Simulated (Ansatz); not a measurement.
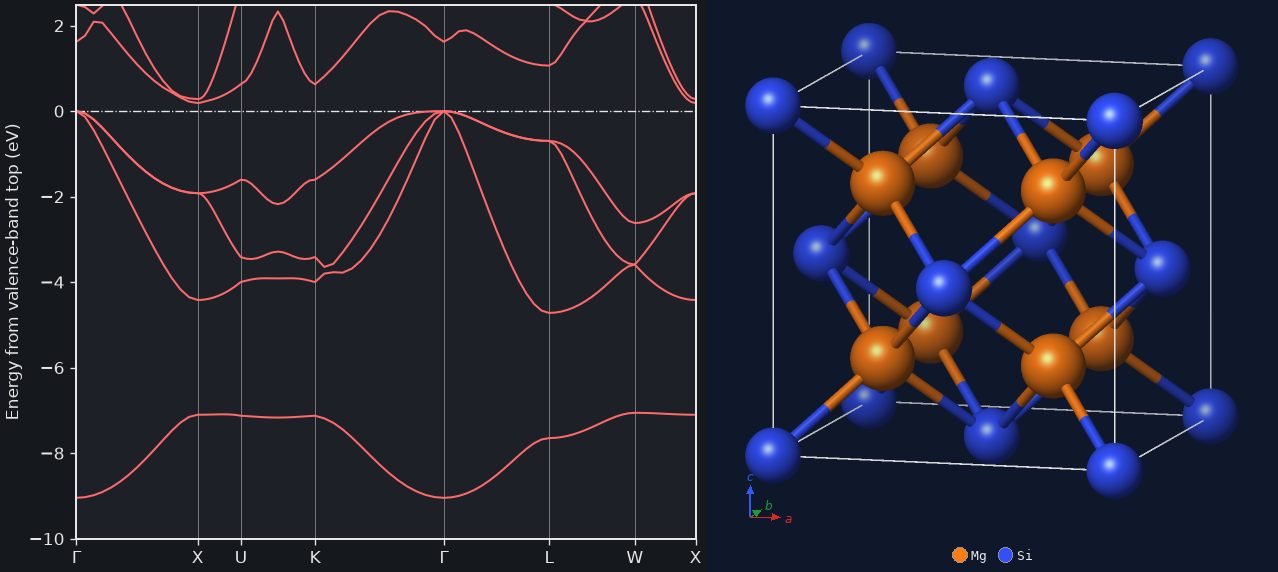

Band structure, beside the structure. Energies are counted from the top of the valence band. The path runs straight from each named point to the next.

The Ansatz input:

```
crystal:
  lattice:
    - [0.0, 3.195, 3.195]
    - [3.195, 0.0, 3.195]
    - [3.195, 3.195, 0.0]
  atoms:
    - { symbol: Mg, position: [0.25, 0.25, 0.25] }
    - { symbol: Mg, position: [0.75, 0.75, 0.75] }
    - { symbol: Si, position: [0.0, 0.0, 0.0] }
kpoints:
  mp_grid: { grid: [11, 11, 11] }
  band_path:
    path:
      - [0.0, 0.0, 0.0]
      - [0.5, 0.0, 0.5]
      - [0.625, 0.25, 0.625]
      - [0.375, 0.375, 0.75]
      - [0.0, 0.0, 0.0]
      - [0.5, 0.5, 0.5]
      - [0.5, 0.25, 0.75]
      - [0.5, 0.0, 0.5]
    npoints: 14
scf:
  occupations: { method: fermi_dirac, width: 0.05 }
hamiltonian:
  xc: lda
  pseudopotentials: { kind: paw }
output:
  forces: true
  stress: true
  eigenvalues: true
  efg: { contact_densities: true }
  populations: true
  bader: true
  dos: { projected: true, de: 0.2, e_range: [-14, 8] }
  write_density: true
  write_potential: true
  elf: true
  volumetric_format: npy
```

Run as:
```bash
ansatz run input.yaml --threads 1 --pin off --max-ram 4096MiB --backend cpu --events-out ev --progress --plain --runs-dir out
```

Read off the fundamental gap and say whether it is direct.

A semiconductor. The gap along this path is 0.19 eV and indirect, from the valence-band top at Γ to the conduction-band bottom at X; the smallest direct gap is 1.62 eV, at Γ.
